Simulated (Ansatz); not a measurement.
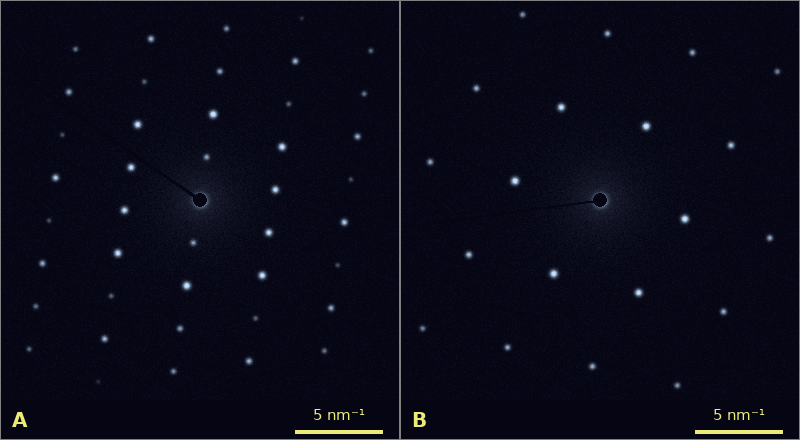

Kinematic electron diffraction patterns (120 kV, B = 0.5 Å², same scale, each along a low-index zone) of two structures of composition Ni, each relaxed at zero pressure with Ansatz 0.2.0, DFT PBEsol, scalar-relativistic, plane waves, PAW. Each run keeps the magnetic state that it reached.

The structures (standard cells):
1. I4/mmm (No. 139), a = 2.382 Å, c = 8.022 Å, 4 atoms; generated start, possibly hypothetical
2. Fm-3m (No. 225), a = 3.463 Å, 4 atoms; generated start, possibly hypothetical

> Which pattern belongs to which structure, and along which zone?

A is structure 1 along [100] or an equivalent direction: centred rectangular net of 0 0 2 at d = 4.01 Å and 0 1 1 at d = 2.28 Å, 73.5° apart. B is structure 2 along [110] or an equivalent direction: centred rectangular net of -1 1 -1 at d = 2.00 Å and -1 1 1 at d = 2.00 Å, 70.5° apart.

> Which structure lies lowest at this level of theory, and by how much?

Structure 2 (Fm-3m, 10.38 Å³ an atom) is the lowest of these; structure 1 (I4/mmm, 11.38 Å³ an atom) lies about 380 meV an atom higher. These are static energies at 0 K; other structures, not shown, may lie lower still.
